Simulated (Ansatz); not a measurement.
Sb

The calculation's input:

```
crystal:
  lattice:
    - [1.2547042911, 3.1367607277, 3.1367607277]
    - [3.1367607277, 1.2547042911, 3.1367607277]
    - [3.1367607277, 3.1367607277, 1.2547042911]
  atoms:
    - { symbol: Sb, position: [0.0, 0.0, 0.0] }
basis:
  ecutwfc: 420
kpoints:
  mp_grid: { grid: [20, 20, 20] }
hamiltonian:
  xc: pbe
  dispersion: d3bj
scf:
  occupations: { method: gaussian, width: 0.15 }
output:
  forces: true
  stress: true
  eigenvalues: true
  write_density: true
  write_potential: true
  elf: true
  volumetric_format: npy
```

Run with:

```sh
ansatz run input.yaml --threads 1 --pin off --max-ram 1228MiB --backend cpu --events-out ev --progress --plain --runs-dir out
```

Below, planes, directions and counts refer to the conventional cell (a = 2.66 Å, b = 2.66 Å, c = 13.04 Å, α = 90.00°, β = 90.00°, γ = 120.00°).

Space group R-3m; a structure from a database of computed crystals, not necessarily the ambient phase; computed pressure about 44 GPa in this cell; computed without spin polarisation.

Computed with DFT PBE+D3(BJ), scalar-relativistic, plane waves, PAW (Ansatz).

Question: What will maps of the valence pseudo-density and electron localisation function show?

Answer: Sb–Sb (2.66 Å): the density is about 0.44 e/Å³ at the midpoint; the ELF is about 0.45 at the midpoint.

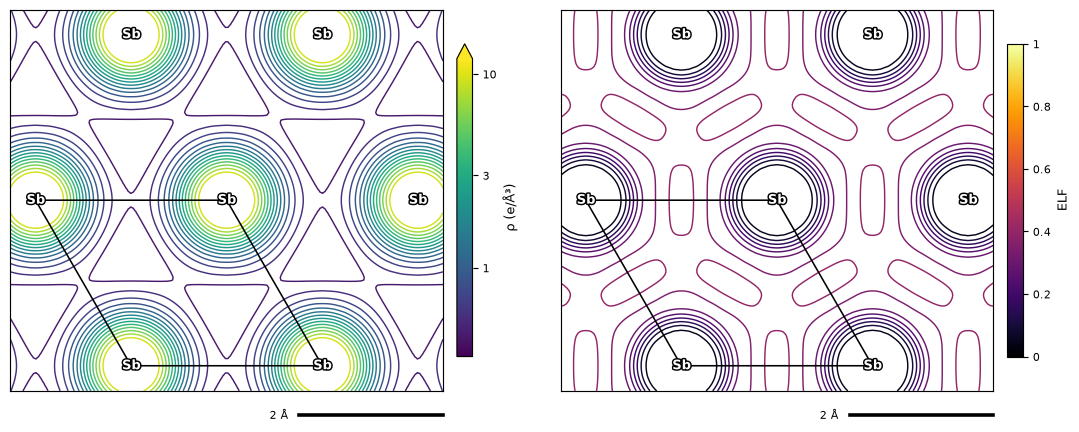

Computed valence pseudo-density and electron localisation function on the (001) plane of the conventional cell, in this order. 
